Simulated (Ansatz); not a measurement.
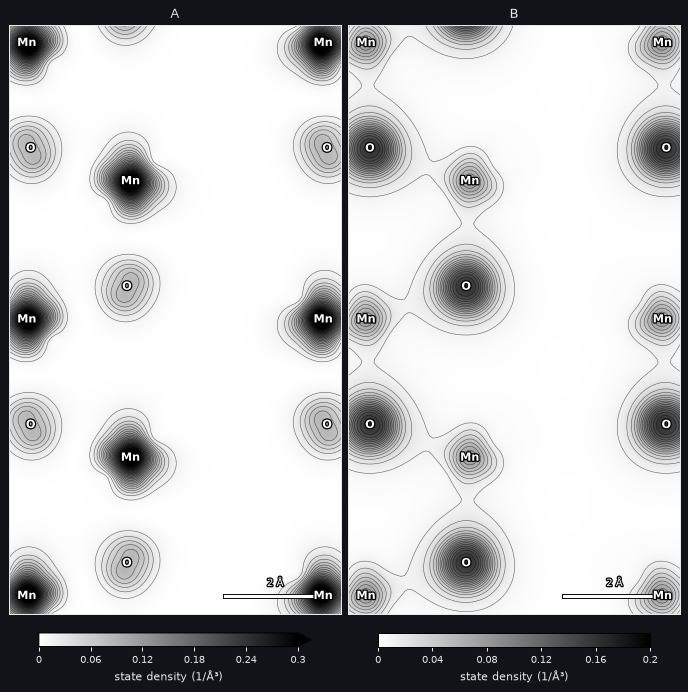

MnO: densities of the states in two energy windows, on the (100) plane of the conventional cell.

Space group Cmc2_1; the calculation finds a residual pressure of about −8 GPa at this fixed cell; spin-polarised. Net moment 0.0 μB in the 8-atom cell of the calculation; other magnetic orders weren't tried. The cell comes from a database of computed structures, not from a measurement.

Method: DFT r2SCAN, scalar-relativistic, plane waves, PAW (Ansatz 0.2.0).

In a PAW calculation such maps are meaningful between the atoms, not at the nuclei.

The windows, about the valence-band maximum, are −5.6 to −3.7 eV and −0.6 to 0.0 eV. Which panel shows which?

Answer. Panel A: −0.6 to 0.0 eV, the top of the valence band, mainly Mn 3d (65 %) and O 2p (30 %).
Panel B: −5.6 to −3.7 eV, a separate group of bands, mainly O 2p (70 %) and Mn 3d (25 %).
The characters are Löwdin shares on a minimal set of atomic orbitals.

Cost of the run: 120 s on 2 threads of Arm Neoverse N1, on a shared host, peak memory 0.93 GiB.
